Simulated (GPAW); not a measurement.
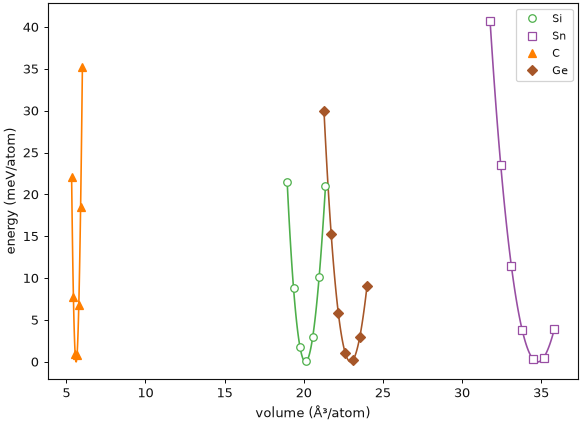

Calculation (GPAW 26.7.0): PAW DFT in plane waves, on a grid or in atomic orbitals, no spin polarisation; energies at scaled volumes of the given cell, shape and fractions fixed, counted from the fit's minimum, third-order Birch-Murnaghan fit. Level: PBEsol.

```tsv
setting	value
occupations	Fermi–Dirac
smearing width	0.05 eV
potentials	PAW data sets made by gpaw setup for the functional
```

Figure. Energy against volume, with one curve for each element, for C, Ge, Si and Sn (all in space group Fd-3m (No. 227)).

Settings that differ: Si: wave cutoff 600 eV, k mesh 8×8×8; Sn: wave cutoff 600 eV, k mesh 7×7×7; C: wave cutoff 800 eV, k mesh 13×13×13; Ge: wave cutoff 600 eV, k mesh 8×8×8.

The fitted equilibrium volumes, smallest first, are C 5.616, Si 20.108, Ge 22.959, Sn 34.787 Å³/atom. The fitted bulk moduli, smallest first, are Sn 41.9, Ge 67.2, Si 93.8, C 450.2 GPa.

One of the inputs:
```
from ase import Atoms
from ase.eos import EquationOfState
from ase.io import Trajectory
from ase.units import GPa
from gpaw import GPAW, PW, setup_paths

setup_paths.insert(0, '.')

atoms = Atoms(['C', 'C'],
              cell=[[0.0, 1.78337, 1.78337],
                    [1.78337, 0.0, 1.78337],
                    [1.78337, 1.78337, 0.0]],
              scaled_positions=[[0.75, 0.75, 0.75],
                                [0.5, 0.5, 0.5]],
              pbc=True)

traj = Trajectory('eos.traj', 'w')
volumes, energies = [], []
for x in [0.94, 0.96, 0.98, 1.0, 1.02, 1.04, 1.06]:
    a = atoms.copy()
    a.set_cell(atoms.cell * x**(1 / 3), scale_atoms=True)
    calc = GPAW(mode=PW(800),
                xc='PBEsol',
                kpts={'size': (13, 13, 13), 'gamma': True},
                occupations={'name': 'fermi-dirac', 'width': 0.05},
                nbands=11,
                convergence={'density': 1e-05, 'energy': 1e-05},
                maxiter=150,
                txt=f'eos-{x:.2f}.txt')
    a.calc = calc
    energies.append(a.get_potential_energy(force_consistent=True))
    volumes.append(a.get_volume())
    p = -a.get_stress()[:3].mean() / GPa
    calc.write(f'eos-{x:.2f}.gpw')
    traj.write(a)
    print(f'{x:.2f} {volumes[-1]:10.4f} A^3 {energies[-1]:14.6f} eV {p:9.3f} GPa', flush=True)

v0, e0, B = EquationOfState(volumes, energies, eos='birchmurnaghan').fit()
print(f'V0 = {v0:.4f} A^3, E0 = {e0:.6f} eV, B0 = {B / GPa:.2f} GPa')
```

Run as:
```bash
gpaw-setup -f PBEsol C
OMP_NUM_THREADS=1 python run.py
```
